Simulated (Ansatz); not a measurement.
**Run report: SiC3, geometry relaxation (part 1 of 3)**

- system: SiC3 (R3m, 4 atoms in the cell)
- method: DFT, PBE, plane waves, PAW, no spin polarisation (Ansatz 0.2.0)

The structure was built on a prototype by a generator.

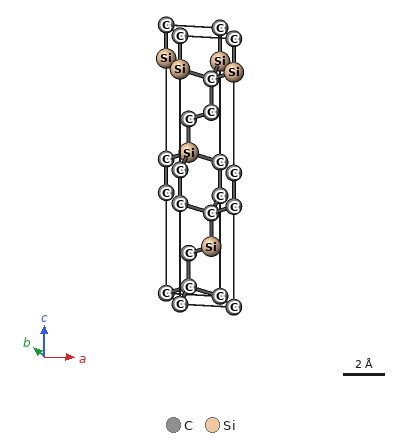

**Figure 1.** The input geometry (ball-and-stick view of the cell 3 times as large as that of the calculation, set on its symmetry axes, seen slightly off an axis). An atom can appear more than once, as a periodic image.

## Summary

```csv
quantity,value
outcome,converged
space group (tolerance 0.01 Å),R3m (160)
electrons treated,16
free energy,−1386.5633 eV
Fermi energy,11.930 eV
gap on the k-point mesh,1.51 eV
pressure,0.00 GPa
final volume,32.75 Å³
largest force (length of the vector) at the end,under 0.001 eV/Å
final cell,"a = 4.972 Å, b = 4.972 Å, c = 4.972 Å, α = 33.17°, β = 33.17°, γ = 33.17°"
hardware,"2 threads of Arm Neoverse V1, 24 GiB of memory available, shared host"
wall time,35 s (CPU time 68 s)
peak memory,0.36 GiB
```

## Input file
```yaml
crystal:
  lattice:
    - [1.3839617047, 0.7990306627, 4.52]
    - [-1.3839617047, 0.7990306627, 4.52]
    - [0.0, -1.5980613255, 4.52]
  atoms:
    - { symbol: C, position: [1.0, 0.0, 0.0] }
    - { symbol: C, position: [0.5, 0.5, 0.5] }
    - { symbol: C, position: [0.375, 0.375, 0.375] }
    - { symbol: Si, position: [0.875, 0.875, 0.875] }
kpoints:
  mp_grid: { grid: [10, 10, 10] }
hamiltonian:
  xc: pbe
scf:
  occupations: { method: fermi_dirac, width: 0.02 }
relax:
  f_tol: 0.005
  cell: {}
output:
  write_density: true
  write_potential: true
  elf: true
  volumetric_format: npy
```

Run as:
```bash
ansatz run input.yaml --threads 2 --pin off --max-ram 2211MiB --backend cpu --events-out ev --progress --plain --runs-dir out
```

## Log
```
basis.fft_grid_basis auto: the FFT boxes are laid along the combinations [[1, -1, 0], [0, 1, 0], [0, -1, 1]] of the cell's own vectors, 2.768, 4.794 and 2.768 Å long. The dense box has 20×36×20 points. Along the cell's own vectors, as sized, it would have 36×36×36, 3.24 times as many. Of the 6 symmetry operations that the crystal satisfies within crystal.symmetry.tolerance (time reversal apart; of a slab, those that keep its plane) the dense box along the cell's own vectors carries 6, and the one as laid loses 4 of those. basis.fft_grid_basis: typed keeps the cell's own vectors: state it where this run's energies or levels are differenced outside the engine with another run's, or held beside a run that keeps those vectors. Those combinations have planes normal to reciprocal vector 3, as the cell's own vectors have. Each planar average written beside output.write_density, output.write_potential has a row for each plane of the box: 20. The volumetric files lie along those combinations, not along the cell's own vectors: a cube or XSF file states them, and fields.json those of NumPy files.
Engine: ansatz 0.2.0, aarch64-unknown-linux-gnu
Pseudopotentials: kind: paw
Pseudopotential: C, paw, valence charge 4, recommended cutoff 420 eV (normal), C.paw.azcp
Pseudopotential: Si, paw, valence charge 4, recommended cutoff 420 eV (normal), Si.paw.azcp
Functional definition: PBE
  parameter kappa = 0.804
  parameter beta = 0.06672455060314922
  exchange = pbe_x(kappa = kappa, mu = beta*pi^2/3)
  correlation = pbe_c(beta = beta)
Crystal: 4 atoms, lattice volume = 29.990 Å³
Basis set: ecut = 420 eV, 585 PW (Γ), FFT grids on a1−a2, a2, −a2+a3, exchange–correlation on 40×72×40 points (8 copies of the dense FFT grid, shifted against one another)
Bands: 12, of which v1, the nominal top of the filled ones, is band 8 counted from 1 (7 counted from 0)
Symmetry: 6 space group operations
Space group: R3m (ITA 160), of the structure as read, at distance tolerance 3.1e-5 Å
k-points: 116 of 1000 (time reversal used)
Non-local potential: C, projectors of the file, l = 0: 2, l = 1: 2, l = 2: 1
Non-local potential: Si, projectors of the file, l = 0: 2, l = 1: 2, l = 2: 2
PAW form: soft (Blöchl's): semilocal exchange-correlation on the pseudo side does not see the compensation charge
PAW one-centre angular grid: C, 110 points (default); XC on 64 Gauss nodes
PAW one-centre angular grid: Si, 110 points (default); XC on 64 Gauss nodes
Initial density: superposition of atomic densities (neutral atoms: chi_scale 0, normalization atom), corrected by the library's trained network
Initial wavefunctions: pseudopotential atomic-orbital guess
Functional: x = pbe(κ = 0.804, μ = 0.2195149727645171), c = pbe(β = 0.06672455060314922)
SCF iter   1: F=—  HF=-1385.398133 eV  |F-HF|=—  |Δ(HF+E_count)|=         —  Δρ=7.43e-3  dr2=2.41e-2  ethr=1.77e-3  ⟨swp⟩=6.2  Hψ=9491  notcnv=0
preconditioner: auto → none  [insulator: Δε(μ)=2.265 eV  Ē_g=13.609 eV  σ=0.020 eV  W_gap=1.00  n_scr=2 (ndim 8)  ℏωp=27.1 eV  f_vac=0.000  D(μ)=0.00/eV (n_scr^D=0)  ε∞_Penn≈5.0]
SCF iter   2: F=—  HF=-1385.393321 eV  |F-HF|=—  |Δ(HF+E_count)|=   4.81e-3  Δρ=2.91e-3  dr2=1.69e-3  ethr=1.50e-4  ⟨swp⟩=2.4  Hψ=3025  notcnv=0
SCF iter   3: F=—  HF=-1385.393120 eV  |F-HF|=—  |Δ(HF+E_count)|=   2.01e-4  Δρ=1.06e-3  dr2=2.45e-4  ethr=1.06e-5  ⟨swp⟩=2.4  Hψ=2544  notcnv=0
SCF iter   4: F=—  HF=-1385.393126 eV  |F-HF|=—  |Δ(HF+E_count)|=   5.68e-6  Δρ=2.68e-4  dr2=7.44e-6  ethr=1.53e-6  ⟨swp⟩=2.3  Hψ=2012  notcnv=0
SCF iter   5: F=—  HF=-1385.393165 eV  |F-HF|=—  |Δ(HF+E_count)|=   3.85e-5  Δρ=3.10e-5  dr2=1.62e-7  ethr=4.65e-8  ⟨swp⟩=2.7  Hψ=2339  notcnv=0
SCF iter   6: F=-1385.393165 eV  HF=-1385.393165 eV  |F-HF|=4.28e-9  |Δ(HF+E_count)|=   9.35e-8  Δρ=4.52e-6  dr2=6.37e-9  ethr=6.25e-10  ⟨swp⟩=8.8  Hψ=8053  notcnv=0
SCF 1 converged in 6 iterations: F = -1385.393165 eV  dr2 = 6.37e-9
  greatest PAW one-centre occupation: 0.705 electrons in one spin orbital (limit 2), on the Si atom at site 3 (counted from 0), in its partial waves of l = 0
relax step   1: F+E_penalty+E_count = -1385.39316463 eV  Δ(F+E_penalty+E_count) = +0.000e0 eV  max|allowed force component| = 6.791e0 eV/Å  Δτ_max = 0.0000 Å  P = +39.824 GPa  Ω = 29.990 Å³  (6 SCF iters, dr2 threshold 1.00e-7 eV, accepted)
Crystal: 4 atoms, lattice volume = 31.007 Å³
Basis set: ecut = 420 eV, 609 PW (Γ), FFT grids on a1−a2, a2, −a2+a3, exchange–correlation on 40×72×40 points (8 copies of the dense FFT grid, shifted against one another)
Initial density: handed on by an earlier stage of this run
Initial wavefunctions: those handed on with the density
iter 1 solved again at ethr=1.09e-3 eV; its pass at ethr=3.10e-3 eV (dr2=1.74e-1 eV) is discarded
SCF iter   1: F=—  HF=-1386.210108 eV  |F-HF|=—  |Δ(HF+E_count)|=         —  Δρ=2.28e-2  dr2=1.77e-1  ethr=1.09e-3  ⟨swp⟩=1.0  Hψ=11386  notcnv=0
preconditioner: auto → none  [insulator: Δε(μ)=2.003 eV  Ē_g=13.437 eV  σ=0.020 eV  W_gap=1.00  n_scr=2 (ndim 8)  ℏωp=26.7 eV  f_vac=0.000  D(μ)=0.00/eV (n_scr^D=0)  ε∞_Penn≈4.9]
SCF iter   2: F=—  HF=-1386.160380 eV  |F-HF|=—  |Δ(HF+E_count)|=   4.97e-2  Δρ=7.83e-3  dr2=1.52e-2  ethr=1.09e-3  ⟨swp⟩=2.0  Hψ=2458  notcnv=0
SCF iter   3: F=—  HF=-1386.157272 eV  |F-HF|=—  |Δ(HF+E_count)|=   3.11e-3  Δρ=3.62e-3  dr2=1.94e-3  ethr=9.52e-5  ⟨swp⟩=2.2  Hψ=2495  notcnv=0
SCF iter   4: F=—  HF=-1386.157091 eV  |F-HF|=—  |Δ(HF+E_count)|=   1.81e-4  Δρ=5.95e-4  dr2=3.59e-5  ethr=1.21e-5  ⟨swp⟩=2.8  Hψ=2568  notcnv=0
SCF iter   5: F=—  HF=-1386.157140 eV  |F-HF|=—  |Δ(HF+E_count)|=   4.86e-5  Δρ=1.13e-4  dr2=1.18e-6  ethr=2.25e-7  ⟨swp⟩=2.3  Hψ=2344  notcnv=0
SCF iter   6: F=-1386.157141 eV  HF=-1386.157141 eV  |F-HF|=1.89e-8  |Δ(HF+E_count)|=   1.21e-6  Δρ=1.31e-5  dr2=2.02e-8  ethr=2.50e-9  ⟨swp⟩=9.1  Hψ=8662  notcnv=0
SCF 2 converged in 6 iterations: F = -1386.157141 eV  dr2 = 2.02e-8
  greatest PAW one-centre occupation: 0.679 electrons in one spin orbital (limit 2), on the Si atom at site 3 (counted from 0), in its partial waves of l = 0
relax step   2: F+E_penalty+E_count = -1386.15714089 eV  Δ(F+E_penalty+E_count) = -7.640e-1 eV  max|allowed force component| = 3.271e0 eV/Å  Δτ_max = 0.0852 Å  P = +19.587 GPa  Ω = 31.007 Å³  energy of the carried Pulay correction = -3.361e-3 eV  (6 SCF iters, dr2 threshold 4.00e-7 eV, accepted)
Crystal: 4 atoms, lattice volume = 32.619 Å³
Basis set: ecut = 420 eV, 663 PW (Γ), FFT grids on a1−a2, a2, −a2+a3, exchange–correlation on 40×72×40 points (8 copies of the dense FFT grid, shifted against one another)
iter 1 solved again at ethr=1.51e-3 eV; its pass at ethr=3.10e-3 eV (dr2=2.41e-1 eV) is discarded
SCF iter   1: F=—  HF=-1386.600519 eV  |F-HF|=—  |Δ(HF+E_count)|=         —  Δρ=2.31e-2  dr2=2.38e-1  ethr=1.51e-3  ⟨swp⟩=1.0  Hψ=11263  notcnv=0
preconditioner: auto → none  [insulator: Δε(μ)=1.692 eV  Ē_g=13.093 eV  σ=0.020 eV  W_gap=1.00  n_scr=2 (ndim 8)  ℏωp=26.0 eV  f_vac=0.000  D(μ)=0.00/eV (n_scr^D=0)  ε∞_Penn≈4.9]
SCF iter   2: F=—  HF=-1386.531536 eV  |F-HF|=—  |Δ(HF+E_count)|=   6.90e-2  Δρ=7.89e-3  dr2=1.78e-2  ethr=1.49e-3  ⟨swp⟩=2.2  Hψ=2488  notcnv=0
SCF iter   3: F=—  HF=-1386.527624 eV  |F-HF|=—  |Δ(HF+E_count)|=   3.91e-3  Δρ=3.19e-3  dr2=2.13e-3  ethr=1.11e-4  ⟨swp⟩=2.9  Hψ=3287  notcnv=0
SCF iter   4: F=—  HF=-1386.527342 eV  |F-HF|=—  |Δ(HF+E_count)|=   2.81e-4  Δρ=7.26e-4  dr2=7.73e-5  ethr=1.33e-5  ⟨swp⟩=2.4  Hψ=2497  notcnv=0
SCF iter   5: F=—  HF=-1386.527393 eV  |F-HF|=—  |Δ(HF+E_count)|=   5.10e-5  Δρ=1.64e-4  dr2=2.94e-6  ethr=4.83e-7  ⟨swp⟩=2.6  Hψ=2437  notcnv=0
SCF iter   6: F=-1386.527396 eV  HF=-1386.527396 eV  |F-HF|=5.79e-8  |Δ(HF+E_count)|=   2.93e-6  Δρ=2.00e-5  dr2=5.77e-8  ethr=2.50e-9  ⟨swp⟩=9.3  Hψ=9052  notcnv=0
SCF 3 converged in 6 iterations: F = -1386.527396 eV  dr2 = 5.77e-8
  greatest PAW one-centre occupation: 0.659 electrons in one spin orbital (limit 2), on the C atom at site 1 (counted from 0), in its partial waves of l = 0
relax step   3: F+E_penalty+E_count = -1386.52739623 eV  Δ(F+E_penalty+E_count) = -3.703e-1 eV  max|allowed force component| = 1.014e0 eV/Å  Δτ_max = 0.0679 Å  P = +1.426 GPa  Ω = 32.619 Å³  energy of the carried Pulay correction = -8.466e-3 eV  (6 SCF iters, dr2 threshold 4.00e-7 eV, accepted)
Crystal: 4 atoms, lattice volume = 32.729 Å³
iter 1 solved again at ethr=1.08e-4 eV; its pass at ethr=3.10e-3 eV (dr2=1.73e-2 eV) is discarded
SCF iter   1: F=—  HF=-1386.553964 eV  |F-HF|=—  |Δ(HF+E_count)|=         —  Δρ=6.71e-3  dr2=1.85e-2  ethr=1.08e-4  ⟨swp⟩=1.0  Hψ=9991  notcnv=0
preconditioner: auto → none  [insulator: Δε(μ)=1.547 eV  Ē_g=13.097 eV  σ=0.020 eV  W_gap=1.00  n_scr=2 (ndim 8)  ℏωp=26.0 eV  f_vac=0.000  D(μ)=0.00/eV (n_scr^D=0)  ε∞_Penn≈4.9]
SCF iter   2: F=—  HF=-1386.548876 eV  |F-HF|=—  |Δ(HF+E_count)|=   5.09e-3  Δρ=2.35e-3  dr2=1.38e-3  ethr=1.08e-4  ⟨swp⟩=2.1  Hψ=2446  notcnv=0
SCF iter   3: F=—  HF=-1386.548599 eV  |F-HF|=—  |Δ(HF+E_count)|=   2.77e-4  Δρ=1.06e-3  dr2=1.74e-4  ethr=8.60e-6  ⟨swp⟩=2.3  Hψ=2094  notcnv=0
SCF iter   4: F=—  HF=-1386.548613 eV  |F-HF|=—  |Δ(HF+E_count)|=   1.36e-5  Δρ=2.02e-4  dr2=4.51e-6  ethr=1.09e-6  ⟨swp⟩=2.6  Hψ=2144  notcnv=0
iter 5 did not close the SCF: its close was put off for the readings that it lacked (scf_convergence_deferred on its scf_iter line)
SCF iter   5: F=-1386.548615 eV  HF=-1386.548615 eV  |F-HF|=1.02e-7  |Δ(HF+E_count)|=   1.99e-6  Δρ=3.79e-5  dr2=1.41e-7  ethr=2.82e-8  ⟨swp⟩=2.3  Hψ=2312  notcnv=0
SCF iter   6: F=-1386.548615 eV  HF=-1386.548615 eV  |F-HF|=1.72e-9  |Δ(HF+E_count)|=   1.11e-7  Δρ=5.33e-6  dr2=3.76e-9  ethr=8.80e-10  ⟨swp⟩=6.2  Hψ=8397  notcnv=0
SCF 4 converged in 6 iterations: F = -1386.548615 eV  dr2 = 3.76e-9
  greatest PAW one-centre occupation: 0.657 electrons in one spin orbital (limit 2), on the C atom at site 1 (counted from 0), in its partial waves of l = 0
relax step   4: F+E_penalty+E_count = -1386.54861476 eV  Δ(F+E_penalty+E_count) = -2.122e-2 eV  max|allowed force component| = 1.578e-1 eV/Å  Δτ_max = 0.0272 Å  P = -0.194 GPa  Ω = 32.729 Å³  energy of the carried Pulay correction = -8.806e-3 eV  (6 SCF iters, dr2 threshold 4.00e-7 eV, accepted)
Crystal: 4 atoms, lattice volume = 32.719 Å³
iter 1 solved again at ethr=1.21e-6 eV; its pass at ethr=3.10e-3 eV (dr2=1.93e-4 eV) is discarded
SCF iter   1: F=—  HF=-1386.549330 eV  |F-HF|=—  |Δ(HF+E_count)|=         —  Δρ=8.05e-4  dr2=2.03e-4  ethr=1.21e-6  ⟨swp⟩=2.3  Hψ=10319  notcnv=0
preconditioner: auto → none  [insulator: Δε(μ)=1.508 eV  Ē_g=13.091 eV  σ=0.020 eV  W_gap=1.00  n_scr=2 (ndim 8)  ℏωp=26.0 eV  f_vac=0.000  D(μ)=0.00/eV (n_scr^D=0)  ε∞_Penn≈4.9]
SCF iter   2: F=—  HF=-1386.549302 eV  |F-HF|=—  |Δ(HF+E_count)|=   2.78e-5  Δρ=2.98e-4  dr2=1.94e-5  ethr=1.21e-6  ⟨swp⟩=2.4  Hψ=2049  notcnv=0
SCF iter   3: F=—  HF=-1386.549299 eV  |F-HF|=—  |Δ(HF+E_count)|=   2.88e-6  Δρ=1.01e-4  dr2=2.94e-6  ethr=1.21e-7  ⟨swp⟩=2.4  Hψ=2150  notcnv=0
iter 4 did not close the SCF: its close was put off for the readings that it lacked (scf_convergence_deferred on its scf_iter line)
SCF iter   4: F=-1386.549299 eV  HF=-1386.549299 eV  |F-HF|=5.03e-8  |Δ(HF+E_count)|=   3.44e-7  Δρ=2.99e-5  dr2=9.54e-8  ethr=1.84e-8  ⟨swp⟩=2.1  Hψ=1952  notcnv=0
iter 5 did not close the SCF: its close was put off for the readings that it lacked (scf_convergence_deferred on its scf_iter line)
SCF iter   5: F=-1386.549299 eV  HF=-1386.549299 eV  |F-HF|=1.27e-9  |Δ(HF+E_count)|=   6.20e-8  Δρ=3.85e-6  dr2=1.49e-9  ethr=5.96e-10  ⟨swp⟩=2.6  Hψ=2405  notcnv=0
SCF iter   6: F=-1386.549299 eV  HF=-1386.549299 eV  |F-HF|=4.77e-12  |Δ(HF+E_count)|=   1.43e-9  Δρ=4.43e-7  dr2=4.04e-11  ethr=9.29e-12  ⟨swp⟩=5.1  Hψ=7505  notcnv=0
SCF 5 converged in 6 iterations: F = -1386.549299 eV  dr2 = 4.04e-11
relax step   5: F+E_penalty+E_count = -1386.54929873 eV  Δ(F+E_penalty+E_count) = -6.840e-4 eV  max|allowed force component| = 3.283e-2 eV/Å  Δτ_max = 0.0032 Å  P = -0.344 GPa  Ω = 32.719 Å³  energy of the carried Pulay correction = -8.775e-3 eV  (6 SCF iters, dr2 threshold 4.00e-7 eV, accepted)
Crystal: 4 atoms, lattice volume = 32.692 Å³
iter 1 solved again at ethr=1.21e-7 eV; its pass at ethr=3.10e-3 eV (dr2=1.93e-5 eV) is discarded
SCF iter   1: F=—  HF=-1386.549438 eV  |F-HF|=—  |Δ(HF+E_count)|=         —  Δρ=2.45e-4  dr2=1.87e-5  ethr=1.21e-7  ⟨swp⟩=1.3  Hψ=9609  notcnv=0
preconditioner: auto → none  [insulator: Δε(μ)=1.509 eV  Ē_g=13.098 eV  σ=0.020 eV  W_gap=1.00  n_scr=2 (ndim 8)  ℏωp=26.0 eV  f_vac=0.000  D(μ)=0.00/eV (n_scr^D=0)  ε∞_Penn≈4.9]
SCF iter   2: F=—  HF=-1386.549461 eV  |F-HF|=—  |Δ(HF+E_count)|=   2.37e-5  Δρ=7.90e-5  dr2=1.58e-6  ethr=1.17e-7  ⟨swp⟩=2.6  Hψ=2236  notcnv=0
iter 3 did not close the SCF: its close was put off for the readings that it lacked (scf_convergence_deferred on its scf_iter line)
SCF iter   3: F=-1386.549461 eV  HF=-1386.549461 eV  |F-HF|=8.12e-8  |Δ(HF+E_count)|=   3.79e-7  Δρ=1.96e-5  dr2=1.53e-7  ethr=9.86e-9  ⟨swp⟩=2.8  Hψ=2424  notcnv=0
iter 4 did not close the SCF: its close was put off for the readings that it lacked (scf_convergence_deferred on its scf_iter line)
SCF iter   4: F=-1386.549461 eV  HF=-1386.549461 eV  |F-HF|=2.90e-10  |Δ(HF+E_count)|=   2.09e-8  Δρ=6.06e-6  dr2=8.45e-9  ethr=9.56e-10  ⟨swp⟩=2.1  Hψ=1974  notcnv=0
iter 5 did not close the SCF: its close was put off for the readings that it lacked (scf_convergence_deferred on its scf_iter line)
SCF iter   5: F=-1386.549461 eV  HF=-1386.549461 eV  |F-HF|=3.37e-10  |Δ(HF+E_count)|=   1.87e-9  Δρ=1.61e-6  dr2=3.76e-10  ethr=5.28e-11  ⟨swp⟩=2.4  Hψ=2143  notcnv=0
SCF iter   6: F=-1386.549461 eV  HF=-1386.549461 eV  |F-HF|=1.02e-11  |Δ(HF+E_count)|=  3.88e-10  Δρ=2.36e-7  dr2=7.55e-12  ethr=2.35e-12  ⟨swp⟩=5.1  Hψ=7196  notcnv=0
SCF 6 converged in 6 iterations: F = -1386.549461 eV  dr2 = 7.55e-12
relax step   6: F+E_penalty+E_count = -1386.54946110 eV  Δ(F+E_penalty+E_count) = -1.624e-4 eV  max|allowed force component| = 2.529e-2 eV/Å  Δτ_max = 0.0003 Å  P = -0.102 GPa  Ω = 32.692 Å³  energy of the carried Pulay correction = -8.691e-3 eV  (6 SCF iters, dr2 threshold 4.00e-7 eV, accepted)
Crystal: 4 atoms, lattice volume = 32.685 Å³
iter 1 solved again at ethr=9.26e-8 eV; its pass at ethr=3.10e-3 eV (dr2=1.48e-5 eV) is discarded
```
